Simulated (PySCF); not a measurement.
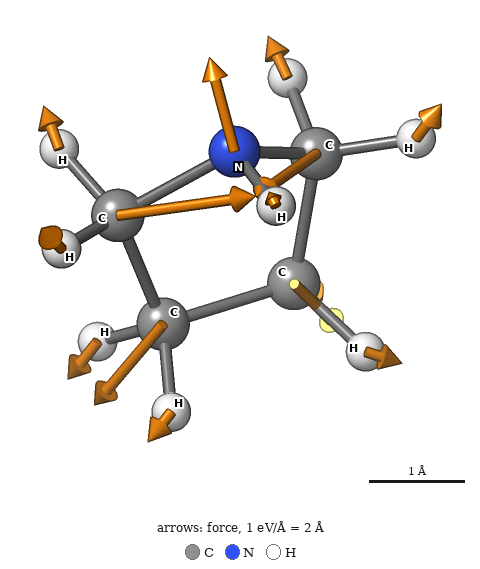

Starting geometry of C4H9N with the computed forces as orange arrows. A ball-and-stick model, seen from a free direction.

The start comes from MMFF94s.

Computed with PBE0-D3(BJ)/def2-SVP geometry optimisation, gas phase in PySCF 2.14.0, density-fitted response routines. 

Is this structure relaxed? If not, where do the atoms go?

Answer. It isn't relaxed: the largest force vector, on C atoms, is 0.81 eV/Å. The final displacements follow the starting forces only in part (cosine between the two patterns 0.54). Over 4 geometry steps the energy falls by 6.73 kJ/mol. The atom that moves furthest after the best rigid fit is an H atom (0.081 Å). By element the largest moves are H 0.081 Å, C 0.033 Å, N 0.024 Å. Near-neighbour distances that change, for instance: C–C 1.519 → 1.544 Å, C–N 1.466 → 1.453 Å, C–H 1.094 → 1.100 Å. Bond angles that change, for instance: C–C–N 104.7° → 107.0°. The run took 23 s on 1 thread of Arm Neoverse V1, with other jobs on the host.
